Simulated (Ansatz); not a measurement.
V: several calculations on one system

### Relaxation

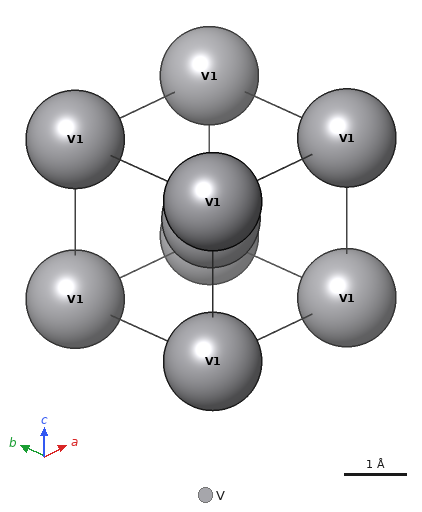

Starting structure of crystalline V (set up in I4/mmm). The picture is a spheres-only view of the cell of the calculation, seen from a free direction.

Case: biaxial strain in the a-b plane of +4.0 %; c and atoms relaxed.

Computed with DFT PBE, scalar-relativistic, plane waves, PAW in Ansatz.

Input
```yaml
crystal:
  lattice:
    - [3.117062155, 0.0, 0.0]
    - [0.0, 3.117062155, 0.0]
    - [0.0, 0.0, 2.9252429455]
  atoms:
    - { symbol: V, position: [0.0, 0.0, 0.0] }
    - { symbol: V, position: [0.5, 0.5, 0.5] }
basis:
  ecutwfc: 420
kpoints:
  mp_grid: { grid: [18, 18, 18] }
hamiltonian:
  xc: pbe
scf:
  occupations: { method: gaussian, width: 0.1 }
output:
  forces: true
  stress: true
  eigenvalues: true
relax:
  adjacent_minimum: "off"
  f_tol: 0.008
  max_steps: 40
  cell: { stress_tol: 0.015, fix: [a, b, gamma] }
```

Run as
```bash
ansatz run input.yaml --threads 1 --pin off --max-ram 2560MiB --backend cpu --events-out ev --progress --plain --runs-dir out
```

Where does the relaxation end?

Answer. No atom moves by more than 0.005 Å relative to the cell. The drawn cell changes as follows: a = b unchanged at 3.117 Å, c 2.925 → 2.860 Å (−2.2 %); the volume changes by −2.2 %. Some distances before and after: V1–V1 2.925 → 2.860 Å, V1–V2 2.645 → 2.627 Å. The space group stays I4/mmm (No. 139). Over 2 accepted moves (3 points after the start) the energy falls by 4.7 meV per atom. All forces vanish by symmetry, so only the cell relaxes. Pressure: −8.66 GPa at the start and −5.01 GPa at the end. At 1 point the geometry stayed and the basis and grid were re-selected for the new cell (energy shift of 0.2 meV per atom at most each time).

History of the run:

```json
{"step": "0", "E − E(0), meV/atom": "0.00", "pressure, GPa": "-8.66", "volume, Å³/atom": "14.211", "note": ""}
{"step": "1", "E − E(0), meV/atom": "-4.80", "pressure, GPa": "-5.11", "volume, Å³/atom": "13.904", "note": ""}
{"step": "2", "E − E(0), meV/atom": "-4.81", "pressure, GPa": "-5.01", "volume, Å³/atom": "13.895", "note": ""}
{"step": "3", "E − E(0), meV/atom": "-4.65", "pressure, GPa": "-5.01", "volume, Å³/atom": "13.895", "note": "same geometry, new basis"}
```

After the run, drawn alike:

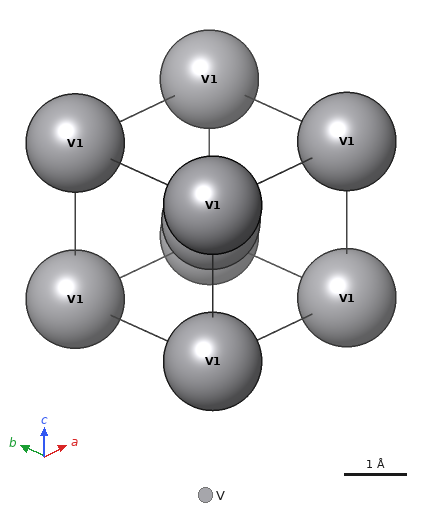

### Relaxation

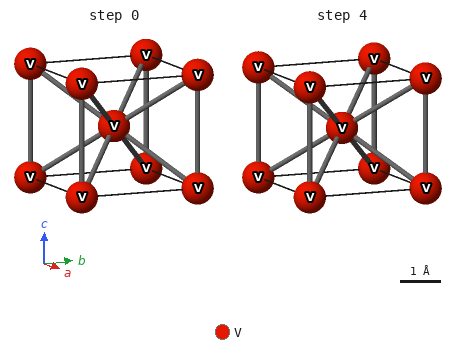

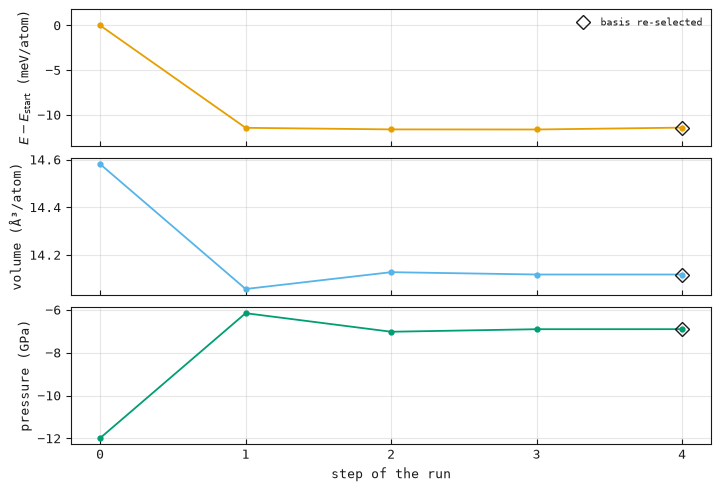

First and last geometry of a relaxation of solid V (set up in I4/mmm), with the history of the run. Style: ball-and-stick. Shown: the cell of the calculation, slightly off an axis.

Case: biaxial strain in the a-b plane of +6.0 %; c and atoms relaxed.

Level of theory: Ansatz, DFT PBE, scalar-relativistic, plane waves, PAW.

Input file:
```yaml
crystal:
  lattice:
    - [3.177005658, 0.0, 0.0]
    - [0.0, 3.177005658, 0.0]
    - [0.0, 0.0, 2.8892768437]
  atoms:
    - { symbol: V, position: [0.0, 0.0, 0.0] }
    - { symbol: V, position: [0.5, 0.5, 0.5] }
basis:
  ecutwfc: 420
kpoints:
  mp_grid: { grid: [18, 18, 18] }
hamiltonian:
  xc: pbe
scf:
  occupations: { method: gaussian, width: 0.1 }
output:
  forces: true
  stress: true
  eigenvalues: true
relax:
  adjacent_minimum: "off"
  f_tol: 0.008
  max_steps: 40
  cell: { stress_tol: 0.015, fix: [a, b, gamma] }
```

Launched with:
```bash
ansatz run input.yaml --threads 1 --pin off --max-ram 2560MiB --backend cpu --events-out ev --progress --plain --runs-dir out
```

Question: What do the curves and the structures tell?

Answer: It converged. The energy falls by 11.4 meV per atom in 3 accepted moves (4 points after the start). All forces vanish by symmetry, so only the cell relaxes. The pressure goes from −11.98 to −6.90 GPa. At 1 point the geometry stayed and the basis and grid were re-selected for the new cell (energy shift of 0.2 meV per atom at most each time). No atom moves by more than 0.005 Å relative to the cell. The volume changes by −3.2 %, with a = b unchanged at 3.177 Å, c 2.889 → 2.797 Å (−3.2 %). Near-neighbour distances that change, for instance: V1–V1 2.889 → 2.797 Å, V1–V2 2.671 → 2.646 Å. The space group stays I4/mmm (No. 139).

```json
{"step": "0", "E − E(0), meV/atom": "0.00", "pressure, GPa": "-11.98", "volume, Å³/atom": "14.581", "note": ""}
{"step": "1", "E − E(0), meV/atom": "-11.44", "pressure, GPa": "-6.16", "volume, Å³/atom": "14.057", "note": ""}
{"step": "2", "E − E(0), meV/atom": "-11.62", "pressure, GPa": "-7.02", "volume, Å³/atom": "14.128", "note": ""}
{"step": "3", "E − E(0), meV/atom": "-11.63", "pressure, GPa": "-6.90", "volume, Å³/atom": "14.118", "note": ""}
{"step": "4", "E − E(0), meV/atom": "-11.42", "pressure, GPa": "-6.90", "volume, Å³/atom": "14.118", "note": "same geometry, new basis"}
```

### Series

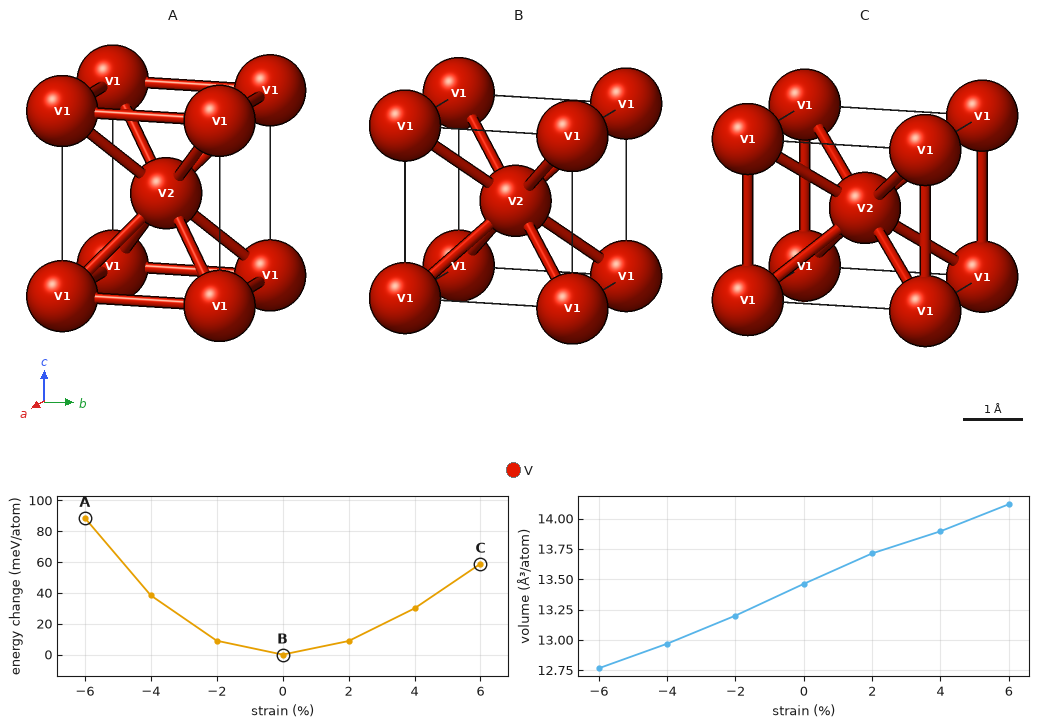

Members of a series of calculations on crystalline V (set up in Im-3m), marked on the first curve. Style: ball-and-stick. Shown: the cell of the calculation, slightly off an axis.

Method: DFT PBE, scalar-relativistic, plane waves, PAW in Ansatz 0.2.0. (plane-wave cutoff 420 eV; k-point mesh 18 × 18 × 18; occupations gaussian; smearing width 0.1 eV; no spin polarisation)

Describe the series.

Biaxial strain in the a–b plane, c and atoms relaxed. A (strain −6.0 %): energy change 88.6 meV/atom, volume 12.77 Å³ per atom. B (strain 0.0 %): energy change 0.0 meV/atom, volume 13.46 Å³ per atom. C (strain 6.0 %): energy change 58.9 meV/atom, volume 14.12 Å³ per atom. The rest compares A with C. The drawn cell changes as follows: a = b 2.817 → 3.177 Å (+12.8 %), c 3.217 → 2.797 Å (−13.0 %); the volume changes by +10.6 %. Among the bonded contacts that change: V–V 3.217 → 2.797 Å, V–V 2.817 → 3.177 Å, V–V 2.560 → 2.646 Å.
